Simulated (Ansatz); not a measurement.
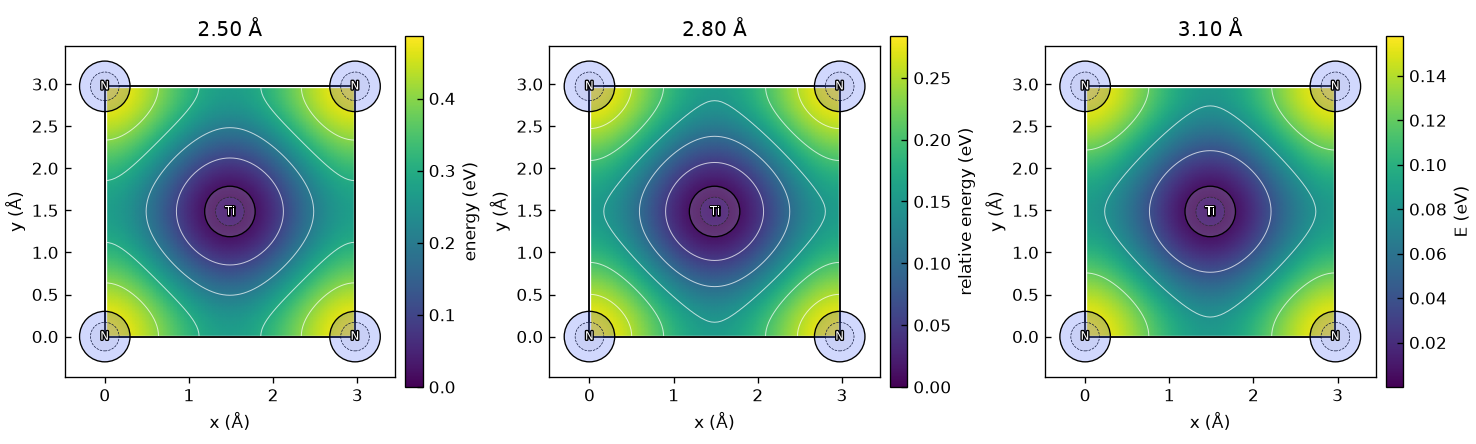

Three maps of one series, each from its own lowest grid point and on its own colour scale; the height changes from map to map. H on a TiN(100) slab cut from the Fm-3m phase, its upper half relaxed before the scan (24 atoms of substrate and one adsorbate in a 2 × 2 cell). 
- H is moved over the surface cell at a fixed height above a rigid substrate; the origin of the map has the adsorbate above N21.
- Places are given modulo a cell vector. The map is drawn in real space over the plane of the surface.
- The grid has 6 × 6 points.
- Places are given in fractions of the 1 × 1 surface cell.
- All energies are given in eV relative to the lowest grid point.
- The runs have no spin polarisation, so an open-shell adsorbate far from the surface lies too high. At a fixed height the lowest place need not be the adsorption site.
- Level of theory: DFT PBE+D3(BJ), scalar-relativistic, plane waves, PAW in Ansatz 0.2.0. Settings: cutoff 420 eV, k-mesh 5×5×1, gaussian smearing 0.1 eV, no spin polarisation.

In the figure: a smooth colour map with a few white contour lines, labelled circles for the atoms of the top layer and small ones for the second layer, the outline of one cell of the plane. Between grid points the surface is interpolated.

The span runs from the lowest to the highest grid point; passes are read from the interpolated surfaces.

| height | lowest grid point | span (eV) | easiest pass (eV) |
| --- | --- | --- | --- |
| 2.50 Å | the top site over a surface Ti atom | 0.487 | 0.27 |
| 2.80 Å | the top site over a surface Ti atom | 0.284 | 0.16 |
| 3.10 Å | the top site over a surface Ti atom | 0.158 | 0.085 |

One more map of the series was computed, for the height 3.40 Å. What do you expect for it?

Answer. A straight line of ln(span) against the height through the 3 maps has the slope −1.9 per Å (a decay length of 0.53 Å) and gives 0.0907 eV at 3.40 Å. The computed span is 0.0846 eV, below the fit by 7 %. The lowest grid point is the top site over a surface Ti atom, as for 2.50 Å, 2.80 Å and 3.10 Å. The easiest pass out of the lowest well is about 0.045 eV.

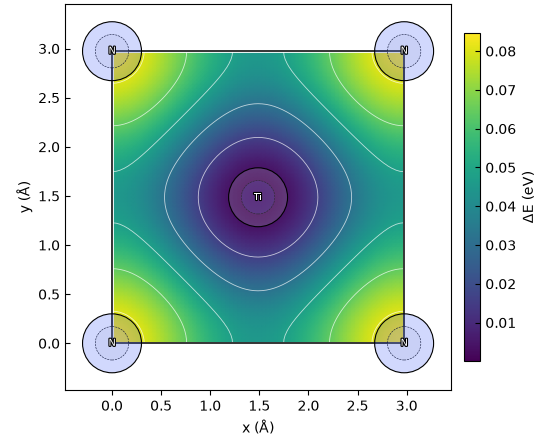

The map for 3.40 Å.

PAW datasets: the set soft_1.
